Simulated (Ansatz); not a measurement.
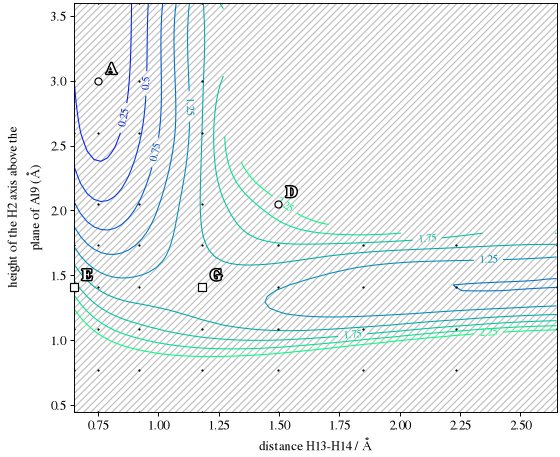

H₂ on an Al(111) slab cut from the Fm-3m phase, its upper half relaxed before the scan (12 atoms of substrate and one adsorbate in a 2 × 2 cell). 
- H2 lies flat over one site of a rigid substrate while its bond length and height are varied; it sits over a hollow site, heights counted from the top plane, its axis along the first surface vector.
- The first coordinate is: distance H13-H14; the second: height of the H2 axis above the plane of Al9.
- Grid: 8 × 9 points. At 18 points there is no value (left out: too close to the surface, or the stretched molecule far from it).
- Points are written as (first, second).
- All energies are given in eV relative to the lowest grid point.
- All numbers below come from Ansatz 0.2.0, DFT PBE, scalar-relativistic, plane waves, PAW. Settings: cutoff 420 eV, k-mesh 6×6×1, gaussian smearing 0.1 eV, no spin polarisation.

Drawn: contour lines labelled in eV (none above 2.25), dots at the grid points, hatched blanks where no value was computed, lettered points. Between grid points the surface is interpolated.

Is A the lowest point of the computed grid?

Answer. No. A lies 0.037 eV above the lowest grid point, which is at (0.750 Å, 3.60 Å).

Rank the lettered points by energy, lowest first.

Answer. A (0.037 eV), G (1.39 eV), E (1.87 eV), D (2.19 eV).
